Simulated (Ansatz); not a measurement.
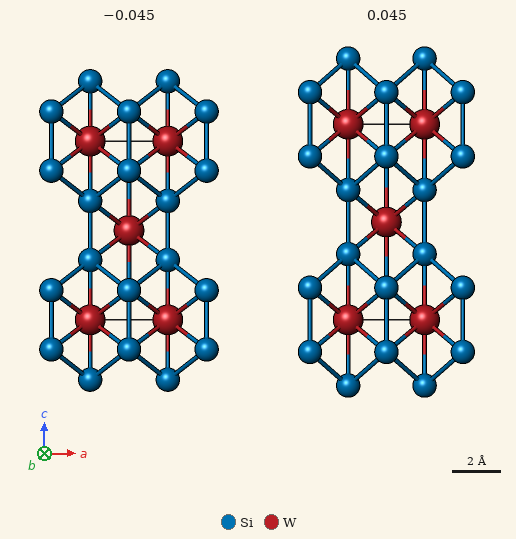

A crystal of Si2W (set up in I4/mmm), under uniaxial strain along c (a, b and atoms relaxed), with energies (extrapolated to zero smearing) counted from the relaxed crystal, which is the row at zero. The picture shows the first and the last member. Style: ball-and-stick. Shown: the cell of the calculation, along the b axis.

Computed with Ansatz 0.2.0: DFT r2SCAN, scalar-relativistic, plane waves, PAW. (plane-wave cutoff 500 eV; k-point mesh 12 × 12 × 6; occupations gaussian; smearing width 0.1 eV; no spin polarisation; force threshold 0.008 eV/Å)

| strain | energy (meV/atom) | a (Å) | c (Å) |
| --- | --- | --- | --- |
| −0.045 | 53.01 | 3.238 | 7.453 |
| −0.03 | ? | ? | ? |
| −0.015 | 5.40 | 3.220 | 7.688 |
| 0.0 | 0.00 | 3.211 | 7.805 |
| 0.015 | 4.88 | 3.203 | 7.922 |
| 0.03 | 18.66 | 3.195 | 8.039 |
| 0.045 | 40.13 | 3.187 | 8.156 |

Question: Estimate the missing row from the others, and compare with the calculation.

Answer: A parabola through three neighbouring rows (−0.045, −0.015, 0.0) gives, with Lagrange weights, (0.3333)(53.01) + (1.0000)(5.40) + (−0.3333)(0.00) = 23.07 meV/atom. The calculation gives 22.51 meV/atom (a = 3.229 Å, c = 7.570 Å). The estimate is 0.56 meV/atom too high. From the first member to the last: Si–W 2.494 → 2.740 Å, Si–Si 2.466 → 2.677 Å, W–W 3.238 → 3.187 Å.

The whole series:

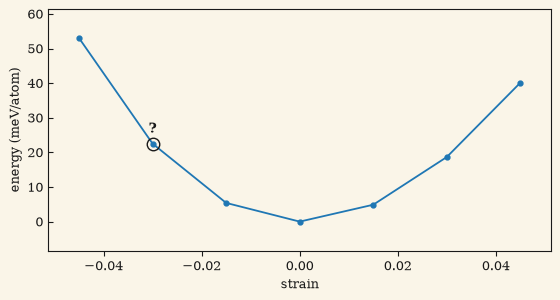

Each member starts from this one structure; whether another phase lies lower wasn't checked.
